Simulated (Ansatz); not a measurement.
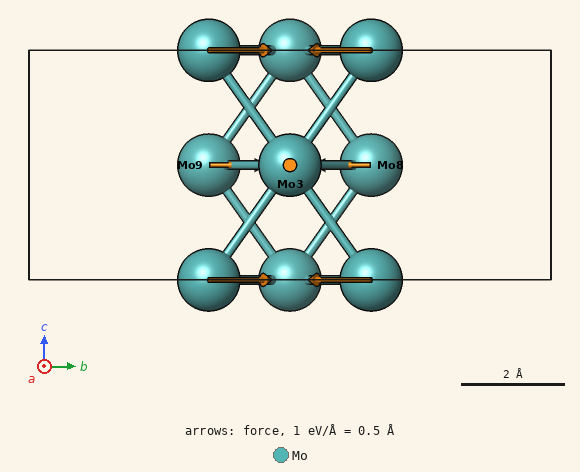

Starting geometry of a wire of composition Mo with the computed forces as orange arrows. Style: ball-and-stick. Shown: the cell of the calculation, with the vacuum cut short, along the a axis.

Case: wire along [1 1 0], 9 atoms a period.

Theory: DFT PBE, scalar-relativistic, plane waves, PAW in Ansatz 0.2.0. Settings: plane-wave cutoff 420 eV; k-point mesh 1 × 1 × 8; occupations gaussian; smearing width 0.05 eV; no spin polarisation; cell relaxed at fixed a, b, alpha, beta, gamma; force threshold 0.02 eV/Å; at most 45 steps.

What follows when this structure is relaxed?

It isn't relaxed: the largest force vector, on Mo atoms, is 3.10 eV/Å. The final displacements follow the starting forces only in part (cosine between the two patterns 0.82). After 7 accepted moves (8 points after the start) the energy has fallen by 3.290 eV per cell of the calculation. The largest force component goes from 2.5 to 0.0048 eV/Å. At 1 point the geometry stayed and the basis and grid were re-selected for the new cell (energy shift of 3.3 meV per cell of the calculation at most each time). The largest moves relative to the layer's centre, 0.22 Å, are those of Mo atoms. Along the periodic axis the drawn cell goes c 4.470 → 4.085 Å (−8.6 %). Some distances before and after: Mo–Mo 3.160 → 2.887 Å, Mo–Mo 2.737 → 2.516 Å, Mo–Mo 3.160 → 2.947 Å, Mo–Mo 2.737 → 2.561 Å. Among the angles between lasting bonds that change: Mo–Mo–Mo 180.0° → 171.4°, Mo–Mo–Mo 109.5° → 105.7°, Mo–Mo–Mo 70.5° → 66.8°.

Limits of the set-up: the k-point mesh is coarse for a cell with partly filled bands.
